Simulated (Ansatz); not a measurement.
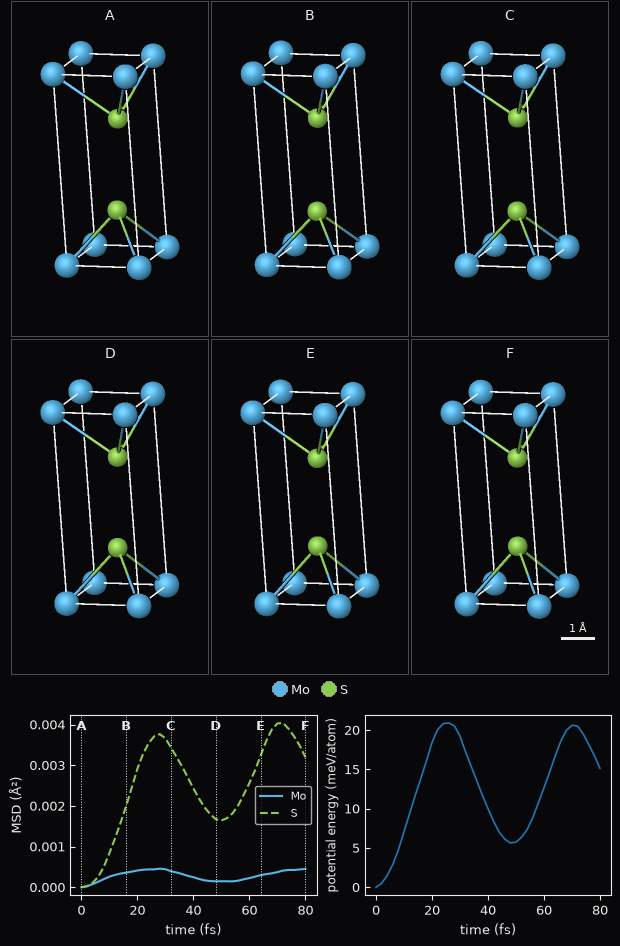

Molecular dynamics of a 3-atom cell of MoS$_{2}$ (built on the measured structure type), 80 fs long. Frames (A at 0 fs, B at 16 fs, C at 32 fs, D at 48 fs, E at 64 fs, F at 80 fs) and the history of the run. A ball-and-stick model of the reduced simulation cell, seen slightly off an axis. Bonds to atoms that aren't drawn are left out. Lengths and directions refer to the drawn axes.

All numbers below come from DFT, PBE, plane waves, PAW in Ansatz. Run with plane-wave cutoff 420 eV; k-point mesh 6 × 6 × 6; Fermi-Dirac smearing 0.02 eV; Langevin thermostat (NVT); set temperature 200 K; time step 2 fs.

What do the frames and curves show?

Over the second half the temperature averages 191 K (spread ±42 K). The potential energy is still drifting at the end, so the run hasn't reached equilibrium. The potential energy in the second half lies on average 12.8 meV per atom above the first frame. Root-mean-square distances from the starting positions over the second half, with the common drift of all atoms taken out: S 0.05 Å, Mo 0.02 Å. The run lasts only 80 fs, too short to tell vibration from diffusion.
